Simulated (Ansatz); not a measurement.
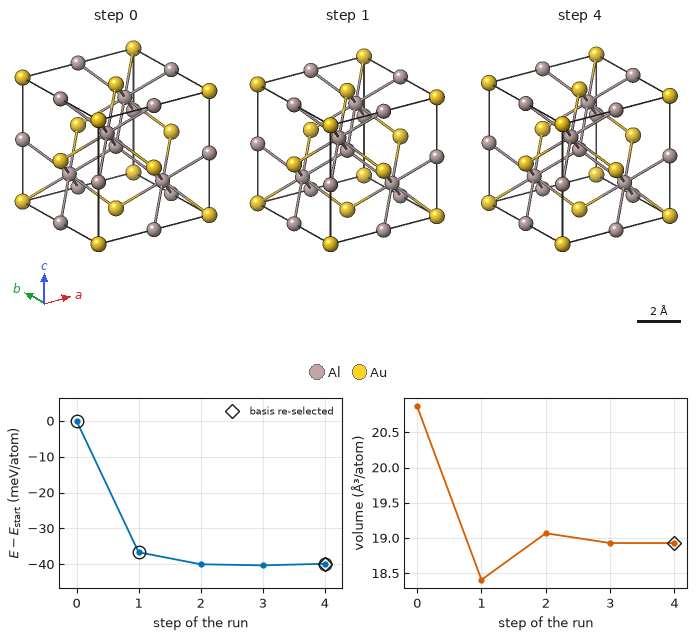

Frames of a relaxation of solid Al2Au (a generated structure, set up in F-43m) (coarse preliminary run), marked on the history of the run. The picture is a ball-and-stick view of the conventional cell (4 times the calculation's cell), seen from a free direction. Lengths and directions refer to the drawn axes.

Method: DFT PBE, scalar-relativistic, plane waves, PAW in Ansatz.

The input:
```yaml
crystal:
  lattice:
    - [0.0, 3.15146985, 3.15146985]
    - [3.15146985, 0.0, 3.15146985]
    - [3.15146985, 3.15146985, 0.0]
  atoms:
    - { symbol: Al, position: [0.5, 0.5, 0.5] }
    - { symbol: Al, position: [0.25, 0.25, 0.25] }
    - { symbol: Au, position: [0.0, 0.0, 0.0] }
basis:
  ecutwfc: 420
kpoints:
  mp_grid: { grid: [6, 6, 6] }
hamiltonian:
  xc: pbe
scf:
  occupations: { method: gaussian, width: 0.1 }
  lower_state_search: "off"
output:
  forces: true
  stress: true
  eigenvalues: true
relax:
  adjacent_minimum: "off"
  f_tol: 0.04
  max_steps: 70
  cell: { stress_tol: 0.4 }
```

Run as
```bash
ansatz run input.yaml --threads 1 --pin off --max-ram 2048MiB --backend cpu --events-out ev --progress --plain --runs-dir out
```

Question: What happens along the run?

Answer: Over 3 accepted moves (4 points after the start) the energy falls by 39.9 meV per atom. All forces vanish by symmetry, so only the cell relaxes. Pressure: −5.83 GPa at the start and −0.03 GPa at the end. At 1 point the geometry stayed and the basis and grid were re-selected for the new cell (energy shift of 0.4 meV per atom at most each time). No atom moves by more than 0.005 Å relative to the cell. The drawn cell changes as follows: a = b = c 6.303 → 6.101 Å (−3.2 %); the volume changes by −9.3 %. Some distances before and after: Al2–Au3 2.729 → 2.642 Å, Al1–Al2 2.729 → 2.642 Å. The space group stays F-43m (No. 216). From step 0 to 1: volume −11.8 %, energy −36.7 meV per atom. From step 1 to 4: volume +2.8 %, energy −3.2 meV per atom.

```tsv
step	E − E(0), meV/atom	pressure, GPa	volume, Å³/atom	note
0	0.00	-5.83	20.866	
1	-36.66	2.43	18.407	
2	-40.01	-0.59	19.068	
3	-40.32	-0.01	18.929	
4	-39.88	-0.03	18.929	same geometry, new basis
```
